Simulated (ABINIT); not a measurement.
Phonon calculation, with input and output: Cu (part 1 of 3)

Cu (3 atoms in the cell), computed with Kohn-Sham DFT of a periodic cell, LDA, HGH LDA, no spin polarisation (ABINIT 10.8.3).

The structure was built on a prototype by a generator; it need not be a known phase.

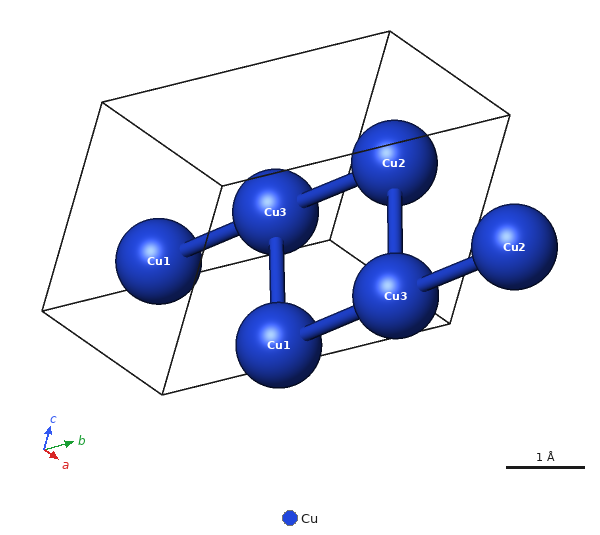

Figure 1. The input geometry (ball-and-stick view of the cell of the calculation, repeated 2 × 1 × 1, seen slightly off an axis; atoms are numbered from 1 in the order of the input). An atom can appear more than once, as a periodic image. Near neighbours in the periodic cell (some may lie outside the picture): Cu has 4 Cu at 2.39 to 2.42 Å; Cu has 8 Cu at 2.39 to 2.42 Å.

## Input file
```
# Datasets
ndtset 2

# Pseudopotentials
pp_dirpath "./"
pseudos "Cu.hgh"

# Structure
acell 7.4309540166 7.4309540166 7.4309540166
rprim
     0.0000000000     0.7071067812     0.7071067812
     0.7071067812     0.0000000000     0.7071067812
     0.7071067812     0.7071067812     0.0000000000
ntypat 1
znucl 29
natom 3
typat 1 1 1
chkprim 0
chksymtnons 0
tolsym 1.0e-6
xred
   0.2474010000   0.2494360000   0.2526620000
   0.7451490000   0.7569060000   0.7498410000
   0.4939310000   0.5005870000   0.5023040000

# Plane-wave basis
ecut 14.0

# k points
ngkpt 10 10 10
nshiftk 1
shiftk 0.0 0.0 0.0

# Exchange and correlation
ixc 7

# Bands and occupations
nband 10
occopt 6
tsmear 0.1 eV

# SCF cycle
nstep 80

# Output
prteig 0
prtebands 0
prtwf 0
prtden 0
prtpot 0

# Dataset 1: ground state
kptopt1 1
tolvrs1 1.0e-15
prtwf1 1
tolwfr1 1.0e-14
nbdbuf1 4
nline1 6

# Dataset 2: response at q = 0 to atomic displacements
rfphon2 1
rfatpol2 1 3
rfdir2 1 1 1
getwfk2 1
kptopt2 2
nqpt2 1
qpt2 0.0 0.0 0.0
tolvrs2 1.0e-9
```

## File mrgddb.in
```
merged_DDB
Cu
2
runo_DS1_DDB
runo_DS2_DDB
```

## File anaddb.abi
```
ddb_filepath "merged_DDB"
output_file "anaddb.abo"
outdata_prefix "ana"
asr 1
chneut 0
dipdip 0
dieflag 0
enunit 0
eivec 1
nph1l 1
qph1l 0.0 0.0 0.0 1.0
```

Run on 1 thread of Intel Xeon (Sapphire Rapids), 176 GiB of memory available, shared host.

Launched with:
```bash
abinit run.abi > log 2>&1
mrgddb < mrgddb.in > mrgddb.log 2>&1
anaddb anaddb.abi > anaddb.log 2>&1
```

## The program's output
```
.Version 10.8.3 of ABINIT
 DATASET    1 : space group P1 (#  1); Bravais aP (primitive triclinic)
================================================================================
 Values of the parameters that define the memory need for DATASET  1.
     intxc =       0    ionmov =       0      iscf =       7    lmnmax =       6
     lnmax =       6     mgfft =      27  mpssoang =       3    mqgrid =    3001
     natom =       3  nloc_mem =       1    nspden =       1   nspinor =       1
    nsppol =       1      nsym =       1    n1xccc =       0    ntypat =       1
    occopt =       6   xclevel =       1
       mpw =         745          nfft =       19683          nkpt =         504
================================================================================
================================================================================

 DATASET    2 : space group P1 (#  1); Bravais aP (primitive triclinic)
================================================================================
 Values of the parameters that define the memory need for DATASET  2 (RF).
     intxc =       0      iscf =       7    lmnmax =       6     lnmax =       6
     mgfft =      27  mpssoang =       3    mqgrid =    3001     natom =       3
  nloc_mem =       1    nspden =       1   nspinor =       1    nsppol =       1
      nsym =       1    n1xccc =       0    ntypat =       1    occopt =       6
   xclevel =       1
      nfft =       19683          nkpt =         504
================================================================================
================================================================================

--------------------------------------------------------------------------------
------------- Echo of variables that govern the present computation ------------
--------------------------------------------------------------------------------
 -outvars: echo values of preprocessed input variables --------
            acell      7.4309540166E+00  7.4309540166E+00  7.4309540166E+00 Bohr
              amu      6.35460000E+01
          chkprim           0
      chksymtnons           0
             ecut      1.40000000E+01 Hartree
           getwfk1          0
           getwfk2          1
                       outvar_i_n : Printing only first  50 k-points.
              ixc           7
           jdtset        1    2
                       outvar_i_n : Printing only first  50 k-points.
           kptopt1          1
           kptopt2          2
         kptrlatt       10    0    0      0   10    0      0    0   10
          kptrlen      7.43095402E+01
            natom           3
            nband          10
           nbdbuf1          4
           nbdbuf2          2
           ndtset           2
            ngfft          27      27      27
             nkpt         504
            nline1          6
            nline2          4
             nqpt1          0
             nqpt2          1
            nstep          80
             nsym           1
           ntypat           1
                       prtocc : prtvol=0, do not print more k-points.
           occopt           6
        optdriver1          0
        optdriver2          1
           prtden           0
        prtebands           0
           prteig           0
            prtwf1          1
            prtwf2          0
           rfphon1          0
           rfphon2          1
            rprim      0.0000000000E+00  7.0710678120E-01  7.0710678120E-01
                       7.0710678120E-01  0.0000000000E+00  7.0710678120E-01
                       7.0710678120E-01  7.0710678120E-01  0.0000000000E+00
          spgroup           1
           tolsym      1.00000000E-06
           tolvrs1     1.00000000E-15
           tolvrs2     1.00000000E-09
           tolwfr1     1.00000000E-14
           tolwfr2     0.00000000E+00
           tsmear      3.67493222E-03 Hartree
            typat      1  1  1
                       outvars : Printing only first  50 k-points.
           xangst      1.3961085930E+00  1.3904501737E+00  1.3814801194E+00
                       4.1895853681E+00  4.1568944418E+00  4.1765390275E+00
                       2.7885885682E+00  2.7700812274E+00  2.7653070231E+00
            xcart      2.6382628828E+00  2.6275700201E+00  2.6106190741E+00
                       7.9171689268E+00  7.8553920292E+00  7.8925149161E+00
                       5.2696686718E+00  5.2346948663E+00  5.2256729277E+00
             xred      2.4740100000E-01  2.4943600000E-01  2.5266200000E-01
                       7.4514900000E-01  7.5690600000E-01  7.4984100000E-01
                       4.9393100000E-01  5.0058700000E-01  5.0230400000E-01
            znucl       29.00000

================================================================================

 chkinp: Checking input parameters for consistency, jdtset=   1.

 chkinp: Checking input parameters for consistency, jdtset=   2.

================================================================================
== DATASET  1 ==================================================================

--- !DatasetInfo
iteration_state: {dtset: 1, }
dimensions: {natom: 3, nkpt: 504, mband: 10, nsppol: 1, nspinor: 1, nspden: 1, mpw: 745, }
cutoff_energies: {ecut:  14.0, pawecutdg:  -1.0, }
electrons: {nelect:   3.00000000E+00, charge:   0.00000000E+00, occopt:   6.00000000E+00, tsmear:   3.67493222E-03, }
meta: {optdriver: 0, ionmov: 0, optcell: 0, iscf: 7, paral_kgb: 0, }
...

 Exchange-correlation functional for the present dataset will be:
  LDA: Perdew-Wang 92 LSD fit to Ceperley-Alder data - ixc=7
  J.P.Perdew and Y.Wang, PRB 45, 13244 (1992)

 Real(R)+Recip(G) space primitive vectors, cartesian coordinates (Bohr,Bohr^-1):
 R(1)=  0.0000000  5.2544780  5.2544780  G(1)= -0.0951569  0.0951569  0.0951569
 R(2)=  5.2544780  0.0000000  5.2544780  G(2)=  0.0951569 -0.0951569  0.0951569
 R(3)=  5.2544780  5.2544780  0.0000000  G(3)=  0.0951569  0.0951569 -0.0951569
 Unit cell volume ucvol=  2.9014743E+02 bohr^3
 Angles (23,13,12)=  6.00000000E+01  6.00000000E+01  6.00000000E+01 degrees

 getcut: wavevector=  0.0000  0.0000  0.0000  ngfft=  27  27  27
         ecut(hartree)=     14.000   => boxcut(ratio)=   2.08037

--- Pseudopotential description ------------------------------------------------
- pspini: atom type   1  psp file is ./Cu.hgh
  29.00000   1.00000     10605                znucl, zion, pspdat
    3    1    2    0      2001   0.00000      pspcod,pspxc,lmax,lloc,mmax,r2well

 pspatm : COMMENT -
  the projectors are not normalized,
  so that the KB energies are not consistent with
  definition in PRB44, 8503 (1991).
  However, this does not influence the results obtained hereafter.

   1.90229718E+01                                ecore*ucvol(ha*bohr**3)
--------------------------------------------------------------------------------

================================================================================

--- !BeginCycle
iteration_state: {dtset: 1, }
solver: {iscf: 7, nstep: 80, nline: 6, wfoptalg: 0, }
tolerances: {tolwfr: 1.00E-14, tolvrs: 1.00E-15, }
...

     iter   Etot(hartree)      deltaE(h)  residm     vres2
 ETOT  1  -1.4218054754871    -1.422E+00 9.801E-03 7.679E+00
 ETOT  2  -1.4236587207632    -1.853E-03 1.683E-08 4.010E-01
 ETOT  3  -1.4236745013266    -1.578E-05 5.364E-07 8.788E-03
 ETOT  4  -1.4236756047207    -1.103E-06 9.071E-08 3.479E-04
 ETOT  5  -1.4236756554594    -5.074E-08 6.748E-09 5.893E-06
 ETOT  6  -1.4236756561401    -6.807E-10 1.273E-10 3.346E-08
 ETOT  7  -1.4236756561426    -2.487E-12 3.075E-13 1.178E-09
 ETOT  8  -1.4236756561427    -1.432E-13 1.248E-14 2.398E-11
 ETOT  9  -1.4236756561427    -2.665E-15 9.981E-15 6.670E-14
 ETOT 10  -1.4236756561427    -7.105E-15 9.840E-15 5.860E-16

 At SCF step   10  max residual=  9.84E-15 < tolwfr=  1.00E-14 AND vres2   =  5.86E-16 < tolvrs=  1.00E-15 =>converged.

 Cartesian components of stress tensor (hartree/bohr^3)
  sigma(1 1)=  1.63826332E-03  sigma(3 2)= -2.37983881E-06
  sigma(2 2)=  1.63826173E-03  sigma(3 1)=  2.47897282E-06
  sigma(3 3)=  1.63829251E-03  sigma(2 1)= -2.63562818E-06

--- !ResultsGS
iteration_state: {dtset: 1, }
comment   : Summary of ground state results
lattice_vectors:
- [  0.0000000,   5.2544780,   5.2544780, ]
- [  5.2544780,   0.0000000,   5.2544780, ]
- [  5.2544780,   5.2544780,   0.0000000, ]
lattice_lengths: [   7.43095,    7.43095,    7.43095, ]
lattice_angles: [ 60.000,  60.000,  60.000, ] # degrees, (23, 13, 12)
lattice_volume:   2.9014743E+02
convergence: {deltae: -7.105E-15, res2:  5.860E-16, residm:  9.840E-15, diffor: null, }
etotal    :  -1.42367566E+00
entropy   :   0.00000000E+00
fermie    :  -1.57534615E-01
cartesian_stress_tensor: # hartree/bohr^3
- [  1.63826332E-03,  -2.63562818E-06,   2.47897282E-06, ]
- [ -2.63562818E-06,   1.63826173E-03,  -2.37983881E-06, ]
- [  2.47897282E-06,  -2.37983881E-06,   1.63829251E-03, ]
pressure_GPa:  -4.8200E+01
xred      :
- [  2.4740E-01,   2.4944E-01,   2.5266E-01, Cu]
- [  7.4515E-01,   7.5691E-01,   7.4984E-01, Cu]
- [  4.9393E-01,   5.0059E-01,   5.0230E-01, Cu]
cartesian_forces: # hartree/bohr
- [ -3.18452893E-04,   1.61868360E-04,  -5.48452502E-04, ]
- [  1.21540194E-04,  -3.06057589E-04,  -5.78062833E-05, ]
- [  1.96912699E-04,   1.44189228E-04,   6.06258785E-04, ]
force_length_stats: {min:   3.34342389E-04, max:   6.54533237E-04, mean:   5.47471959E-04, }
...

 Integrated electronic density in atomic spheres:
 ------------------------------------------------
 Atom  Sphere_radius  Integrated_density
    1        2.00000          0.30479052
    2        2.00000          0.30125555
    3        2.00000          0.38512013
================================================================================

 ----iterations are completed or convergence reached----

 Mean square residual over all n,k,spin=   22.984E-16; max=  98.396E-16
 reduced coordinates (array xred) for    3 atoms
       0.247401000000      0.249436000000      0.252662000000
       0.745149000000      0.756906000000      0.749841000000
       0.493931000000      0.500587000000      0.502304000000
 rms dE/dt=  2.7250E-03; max dE/dt=  4.5551E-03; dE/dt below (all hartree)
    1       0.002031314591      0.004555133482      0.000822773415
    2       0.001911931436     -0.000334890254      0.000969546022
    3      -0.003943195825     -0.004220248697     -0.001792309128

 cartesian coordinates (angstrom) at end:
    1      1.39610859297812     1.39045017373186     1.38148011943778
    2      4.18958536808353     4.15689444175511     4.17653902749214
    3      2.78858856820863     2.77008122742085     2.76530702307401

 cartesian forces (hartree/bohr) at end:
    1     -0.00031845289313     0.00016186836036    -0.00054845250187
    2      0.00012154019425    -0.00030605758873    -0.00005780628334
    3      0.00019691269888     0.00014418922837     0.00060625878521
 frms,max,avg= 3.2784032E-04 6.0625879E-04   1.439E-09 -2.093E-09 -1.092E-09 h/b

 cartesian forces (eV/Angstrom) at end:
    1     -0.01637550616969     0.00832360575441    -0.02820256157781
    2      0.00624984807407    -0.01573811398979    -0.00297251860452
    3      0.01012565809561     0.00741450823539     0.03117508018233
 frms,max,avg= 1.6858227E-02 3.1175080E-02   7.399E-08 -1.076E-07 -5.615E-08 e/A
 length scales=  7.430954016600  7.430954016600  7.430954016600 bohr
              =  3.932291518185  3.932291518185  3.932291518185 angstroms
 Fermi (or HOMO) energy (hartree) =  -0.15753   Average Vxc (hartree)=  -0.25401
 Eigenvalues (hartree) for nkpt= 504  k points:
 kpt#   1, nband= 10, wtk=  0.00100, kpt=  0.0000  0.0000  0.0000 (reduced coord)
  -0.37052    0.16090    0.16092    0.16098    0.17520    0.17694    0.17703    0.36003
   0.36004    0.39985
      occupation numbers for kpt#   1
   2.00000    0.00000    0.00000    0.00000    0.00000    0.00000    0.00000    0.00000
   0.00000    0.00000
 prteigrs : prtvol=0 or 1, do not print more k-points.

--- !EnergyTerms
iteration_state     : {dtset: 1, }
comment             : Components of total free energy in Hartree
kinetic             :  5.82019434559837E-01
hartree             :  1.16502466316583E-02
xc                  : -6.11745603746646E-01
Ewald energy        : -9.10703600235186E-01
psp_core            :  6.55631243279344E-02
local_psp           :  2.80219131070109E-02
non_local_psp       : -5.88489307815016E-01
internal            : -1.42368379317041E+00
'-kT*entropy'       :  8.13702769916913E-06
total_energy        : -1.42367565614271E+00
total_energy_eV     : -3.87401881682997E+01
band_energy         : -7.51136488570228E-01
...

 Cartesian components of stress tensor (hartree/bohr^3)
  sigma(1 1)=  1.63826332E-03  sigma(3 2)= -2.37983881E-06
  sigma(2 2)=  1.63826173E-03  sigma(3 1)=  2.47897282E-06
  sigma(3 3)=  1.63829251E-03  sigma(2 1)= -2.63562818E-06

-Cartesian components of stress tensor (GPa)         [Pressure= -4.8200E+01 GPa]
- sigma(1 1)=  4.81993710E+01  sigma(3 2)= -7.00172752E-02
- sigma(2 2)=  4.81993240E+01  sigma(3 1)=  7.29338985E-02
- sigma(3 3)=  4.82002298E+01  sigma(2 1)= -7.75428581E-02

================================================================================
== DATASET  2 ==================================================================

--- !DatasetInfo
iteration_state: {dtset: 2, }
dimensions: {natom: 3, nkpt: 504, mband: 10, nsppol: 1, nspinor: 1, nspden: 1, mpw: 745, }
cutoff_energies: {ecut:  14.0, pawecutdg:  -1.0, }
electrons: {nelect:   3.00000000E+00, charge:   0.00000000E+00, occopt:   6.00000000E+00, tsmear:   3.67493222E-03, }
meta: {optdriver: 1, rfphon: 1, }
...

 mkfilename : getwfk/=0, take file _WFK from output of DATASET   1.

 Exchange-correlation functional for the present dataset will be:
  LDA: Perdew-Wang 92 LSD fit to Ceperley-Alder data - ixc=7
  J.P.Perdew and Y.Wang, PRB 45, 13244 (1992)

 Real(R)+Recip(G) space primitive vectors, cartesian coordinates (Bohr,Bohr^-1):
 R(1)=  0.0000000  5.2544780  5.2544780  G(1)= -0.0951569  0.0951569  0.0951569
 R(2)=  5.2544780  0.0000000  5.2544780  G(2)=  0.0951569 -0.0951569  0.0951569
 R(3)=  5.2544780  5.2544780  0.0000000  G(3)=  0.0951569  0.0951569 -0.0951569
 Unit cell volume ucvol=  2.9014743E+02 bohr^3
 Angles (23,13,12)=  6.00000000E+01  6.00000000E+01  6.00000000E+01 degrees
 setup1 : take into account q-point for computing boxcut.

 getcut: wavevector=  0.0000  0.0000  0.0000  ngfft=  27  27  27
         ecut(hartree)=     14.000   => boxcut(ratio)=   2.08037
--------------------------------------------------------------------------------

 ==>  initialize data related to q vector <==

 The list of irreducible perturbations for this q vector is:
    1)    idir= 1    ipert=   1
    2)    idir= 2    ipert=   1
    3)    idir= 3    ipert=   1
    4)    idir= 1    ipert=   2
    5)    idir= 2    ipert=   2
    6)    idir= 3    ipert=   2
    7)    idir= 1    ipert=   3
    8)    idir= 2    ipert=   3
    9)    idir= 3    ipert=   3

================================================================================

--------------------------------------------------------------------------------
 Perturbation wavevector (in red.coord.)   0.000000  0.000000  0.000000
 Perturbation : displacement of atom   1   along direction   1
 The set of symmetries contains only one element for this perturbation.
 symkpt : not enough symmetry to change the number of k points.

--------------------------------------------------------------------------------

--------------------------------------------------------------------------------

 dfpt_looppert : total number of electrons, from k and k+q
  fully or partially occupied states are    3.000000E+00 and    3.000000E+00.
 Initialisation of the first-order wave-functions :
  ireadwf=   0

--- !BeginCycle
iteration_state: {dtset: 2, }
solver: {iscf: 7, nstep: 80, nline: 4, wfoptalg: 0, }
tolerances: {tolvrs: 1.00E-09, }
...
```
